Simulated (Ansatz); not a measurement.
# SnO₂: a failed or faulty run and its cure

System: SnO₂ (P1, 6 atoms in the cell).
Method of run 1: DFT, PBE, plane waves, PAW, no spin polarisation (Ansatz 0.2.0).

The structure derives from an entry of the Crystallography Open Database. Some settings of this run were made unusual or wrong on purpose. Text and figures count atoms from 1; the logs count them from 0 in places.

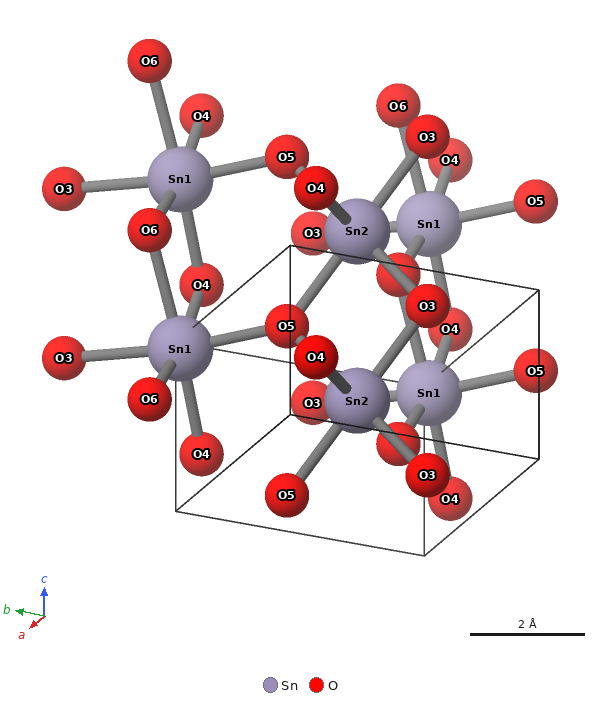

Fig. 1: The structure (ball-and-stick view of the cell of the calculation, repeated 1 × 1 × 2, seen at an oblique angle; bonded neighbours outside the cell are drawn too; atoms are numbered from 1 in the order of the input). An atom can appear more than once, as a periodic image.

The input, run 1:
```yaml
crystal:
  lattice:
    - [4.8277049961, 0.0, 0.0]
    - [0.0, 4.8277049961, 0.0]
    - [0.0, 0.0, 3.2379909406]
  atoms:
    - { symbol: Sn, position: [-0.041427552, 0.0, -0.0617666954] }
    - { symbol: Sn, position: [0.5, 0.5, 0.5] }
    - { symbol: O, position: [0.3066050863, 0.3066050863, 0.0] }
    - { symbol: O, position: [0.1933949137, 0.8066050863, 0.5] }
    - { symbol: O, position: [0.6933949137, 0.6933949137, 0.0] }
    - { symbol: O, position: [0.8066050863, 0.1933949137, 0.5] }
basis:
  ecutwfc: 420
kpoints:
  mp_grid: { grid: [1, 1, 1] }
hamiltonian:
  xc: pbe
scf:
  occupations: { method: gaussian, width: 0.05 }
  max_iter: 80
output:
  forces: true
  eigenvalues: true
  stress: true
```

Command:
```bash
ansatz run input.yaml --threads 2 --pin off --max-ram 5120MiB --backend cpu --events-out ev --progress --plain --runs-dir out
```

Hardware: 2 threads of AMD EPYC (Zen 3), 189 GiB of memory available, shared host.

Output, shortened to warnings, some set-up lines, iterations and results (run 1):
```
Basis set: ecut = 420 eV, 1495 PW (Γ), exchange–correlation on 72×72×48 points (8 copies of the dense FFT grid, shifted against one another)
Symmetry: 1 space group operations
k-points: 1
Initial density: superposition of atomic densities (neutral atoms: chi_scale 0, normalization atom), corrected by the library's trained network
[...]
SCF iter   1: F=—  HF=-14308.381372 eV  |F-HF|=—  |Δ(HF+E_count)|=         —  Δρ=6.21e-2  dr2=1.97e0  ethr=1.77e-3  ⟨swp⟩=6.0  Hψ=150  notcnv=0
SCF iter   2: F=—  HF=-14308.204143 eV  |F-HF|=—  |Δ(HF+E_count)|=   1.77e-1  Δρ=1.13e-1  dr2=8.16e0  ethr=1.77e-3  ⟨swp⟩=2.0  Hψ=60  notcnv=0  defer=1  recentre
SCF iter   3: F=—  HF=-14308.092527 eV  |F-HF|=—  |Δ(HF+E_count)|=   1.12e-1  Δρ=4.03e-2  dr2=9.70e-1  ethr=1.77e-3  ⟨swp⟩=2.0  Hψ=49  notcnv=0  defer=1
SCF iter   4: F=—  HF=-14307.947335 eV  |F-HF|=—  |Δ(HF+E_count)|=   1.45e-1  Δρ=2.21e-2  dr2=3.58e-1  ethr=1.77e-3  ⟨swp⟩=2.0  Hψ=50  notcnv=0
SCF iter   5: F=—  HF=-14307.914150 eV  |F-HF|=—  |Δ(HF+E_count)|=   3.32e-2  Δρ=1.73e-2  dr2=1.99e-1  ethr=6.88e-4  ⟨swp⟩=2.0  Hψ=37  notcnv=0
[... 14 lines ...]
SCF iter  20: F=—  HF=-14307.882123 eV  |F-HF|=—  |Δ(HF+E_count)|=   2.34e-8  Δρ=2.73e-5  dr2=6.82e-7  ethr=1.63e-9  ⟨swp⟩=1.0  Hψ=31  notcnv=0
SCF iter  21: F=—  HF=-14307.882123 eV  |F-HF|=—  |Δ(HF+E_count)|=   6.86e-8  Δρ=2.35e-5  dr2=4.23e-7  ethr=1.31e-9  ⟨swp⟩=1.0  Hψ=31  notcnv=0
SCF iter  22: F=—  HF=-14307.882123 eV  |F-HF|=—  |Δ(HF+E_count)|=   5.79e-8  Δρ=1.46e-5  dr2=1.46e-7  ethr=8.14e-10  ⟨swp⟩=2.0  Hψ=35  notcnv=0
SCF iter  23: F=-14307.882123 eV  HF=-14307.882123 eV  |F-HF|=2.20e-8  |Δ(HF+E_count)|=   1.76e-8  Δρ=6.91e-6  dr2=3.46e-8  ethr=1.92e-10  ⟨swp⟩=5.0  Hψ=115  notcnv=0
SCF 1 converged in 23 iterations: F = -14307.882123 eV  dr2 = 3.46e-8
SCF converged after 23 iterations
Free energy (F): -14307.882123 eV
Harris-Foulkes:  -14307.882123 eV  (|F-HF|=2.20e-8)
Internal energy: -14307.856336 eV  (E = F + TS)
E sigma→0 (E₀):  -14307.869229 eV
Entropy (-TS):   -0.025787 eV (-4.298 meV/atom)
Fermi energy:    9.549319 eV
--- Per-component energies (eV) ---
  E_band       = -135.719365
  E_kinetic    = 1093.466396
  E_local      = -3013.746809  (includes V_loc(G=0)·N_el)
  E_nonlocal   = 138.661401
  E_hartree    = 1553.597178
  E_xc         = -1050.386642
  E_vxc        = -558.438022  (∫ρ·V_xc dr)
  E_paw        = -8938.044645  (= ΣΔE_a)
  E_vpaw       = -902.866486  (= ΣTr[D̂ρ^β])
  E_aug_tail   = 0.010386  (compensation charges beyond the density's cutoff)
  E_ewald      = -4091.413601
  E_smearing   = -0.025787  (= −TS)
  E_closure    = 0.000000  (closes the sum)
  Σ components = -14307.882123   (vs F -14307.882123, Δ=0.00e0)
--- Forces (eV/Å), atoms counted from 1 ---
  atom   1  Sn     4.24033123    -1.64069829     3.42625431
  atom   2  Sn    -1.33740413    -0.04017921    -0.21552557
  atom   3  O      0.12440509     0.06843744    -0.07599577
  atom   4  O     -0.69432077     0.60183847    -0.32720947
  atom   5  O     -0.72333160    -0.82571557    -0.02752761
  atom   6  O     -1.60975364     1.83632814    -2.78017610
  max |Σ_I F_I| component: 1.80e-4 eV/Å
--- Stress (GPa, compression-positive) ---
       12.128479      -0.594559       3.422298
       -0.594555      15.612003      -4.685920
        3.422297      -4.685920      11.207624
  P = ⅓ Tr σ = 12.9827 GPa (129.827 kbar)
```

What should be changed in this input?

A setting was made wrong on purpose: one k-point for a small cell (`kpoints.mp_grid.grid`). One point cannot sample the zone of a small cell. The program still converged, but the numbers can't be taken as results for the intended system. So coarse a mesh can miss the band edges, so the true gap of this method can be much smaller, or zero.

A run of the same system that converges differs from this input as follows (lines with − go, lines with + come):
```diff
-  mp_grid: { grid: [1, 1, 1] }
+  mp_grid: { grid: [6, 6, 8] }
-  max_iter: 80
```

Output, shortened to warnings, some set-up lines, iterations and results (run 2):
```
Basis set: ecut = 420 eV, 1495 PW (Γ), exchange–correlation on 72×72×48 points (8 copies of the dense FFT grid, shifted against one another)
Symmetry: 1 space group operations
k-points: 148 of 288 (time reversal used)
Initial density: superposition of atomic densities (neutral atoms: chi_scale 0, normalization atom), corrected by the library's trained network
[...]
SCF iter   1: F=—  HF=-14317.150750 eV  |F-HF|=—  |Δ(HF+E_count)|=         —  Δρ=1.59e-3  dr2=8.07e-4  ethr=1.77e-3  ⟨swp⟩=6.1  Hψ=20984  notcnv=0  defer=9
SCF iter   2: F=—  HF=-14317.153037 eV  |F-HF|=—  |Δ(HF+E_count)|=   2.29e-3  Δρ=7.99e-4  dr2=1.94e-4  ethr=1.55e-6  ⟨swp⟩=2.0  Hψ=9658  notcnv=0  defer=23
SCF iter   3: F=—  HF=-14317.153353 eV  |F-HF|=—  |Δ(HF+E_count)|=   3.16e-4  Δρ=3.24e-4  dr2=5.60e-5  ethr=3.73e-7  ⟨swp⟩=2.4  Hψ=7444  notcnv=0
SCF iter   4: F=—  HF=-14317.153328 eV  |F-HF|=—  |Δ(HF+E_count)|=   2.50e-5  Δρ=8.19e-5  dr2=4.36e-6  ethr=1.08e-7  ⟨swp⟩=2.0  Hψ=6240  notcnv=0
SCF iter   5: F=—  HF=-14317.153329 eV  |F-HF|=—  |Δ(HF+E_count)|=   1.12e-6  Δρ=4.21e-5  dr2=8.92e-7  ethr=8.39e-9  ⟨swp⟩=2.0  Hψ=6547  notcnv=0
SCF iter   6: F=-14317.153329 eV  HF=-14317.153329 eV  |F-HF|=1.11e-7  |Δ(HF+E_count)|=   5.83e-7  Δρ=1.26e-5  dr2=8.45e-8  ethr=1.92e-10  ⟨swp⟩=6.6  Hψ=22258  notcnv=0
SCF 1 converged in 6 iterations: F = -14317.153329 eV  dr2 = 8.45e-8
SCF converged after 6 iterations
Free energy (F): -14317.153329 eV
Harris-Foulkes:  -14317.153329 eV  (|F-HF|=1.11e-7)
Internal energy: -14317.153329 eV  (E = F + TS)
E sigma→0 (E₀):  -14317.153329 eV
Fermi energy:    9.179701 eV
--- Per-component energies (eV) ---
  E_band       = -156.783706
  E_kinetic    = 1079.976955
  E_local      = -2996.125290  (includes V_loc(G=0)·N_el)
  E_nonlocal   = 134.353973
  E_hartree    = 1538.309100
  E_xc         = -1053.722967
  E_vxc        = -562.243477  (∫ρ·V_xc dr)
  E_paw        = -8928.541375  (= ΣΔE_a)
  E_vpaw       = -889.386652  (= ΣTr[D̂ρ^β])
  E_aug_tail   = 0.009876  (compensation charges beyond the density's cutoff)
  E_ewald      = -4091.413601
  E_smearing   = -0.000000  (= −TS)
  E_closure    = -0.000000  (closes the sum)
  Σ components = -14317.153329   (vs F -14317.153329, Δ=0.00e0)
--- Forces (eV/Å), atoms counted from 1 ---
  atom   1  Sn     4.52653856    -1.01592379     4.16699827
  atom   2  Sn    -1.73223466    -0.01421127    -0.01811783
  atom   3  O     -0.10149654    -0.27963360    -0.12373314
  atom   4  O     -0.40120092     0.22055974    -0.76507300
  atom   5  O     -0.60906003    -0.82422195     0.03806877
  atom   6  O     -1.68250348     1.91339424    -3.29808573
  max |Σ_I F_I| component: 5.73e-5 eV/Å
--- Stress (GPa, compression-positive) ---
        2.024778      -0.596542       3.111398
       -0.596543       6.300587      -5.712255
        3.111399      -5.712257       7.140671
  P = ⅓ Tr σ = 5.1553 GPa (51.553 kbar)
```

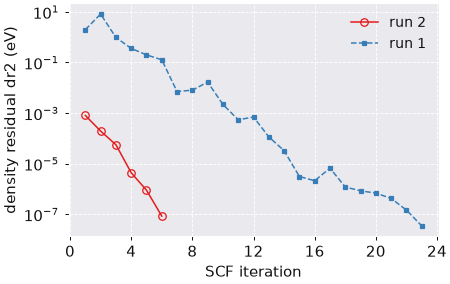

Fig. 2: Convergence of the two runs: density residual dr2 against the SCF iteration. Run 2 takes 6 iterations in all, and run 1 takes 23.

The two runs side by side:

| quantity | run 1 | run 2 |
| --- | --- | --- |
| outcome | converged | converged |
| free energy per atom (eV) | −2384.6470 | −2386.1922 |
| energy per atom, smearing taken to zero (eV) | −2384.6449 | −2386.1922 |
| gap on the mesh (eV) | 0.09 | 0.39 |
| pressure (GPa) | 12.98 | 5.16 |
| largest force (eV/Å) | 5.693 | 6.236 |
| SCF iterations | 23 | 6 |
| irreducible k-points | 1 | 148 |
| plane waves at Γ | 1495 | 1495 |
| wall time (shared host) | 3.2 s | 28 s |

The free energy of run 2 is 1545.2 meV per atom lower, which comes mainly from the change of mesh; a solver setting shouldn't move a converged energy. The gap on the mesh goes from 0.09 to 0.39 eV. The pressure goes from 12.98 to 5.16 GPa. The largest force goes from 5.693 to 6.236 eV/Å. The SCF takes 6 iterations against 23. The irreducible k-points go from 1 to 148. On the same kind of shared host run 2 took about 8.7 times as long.
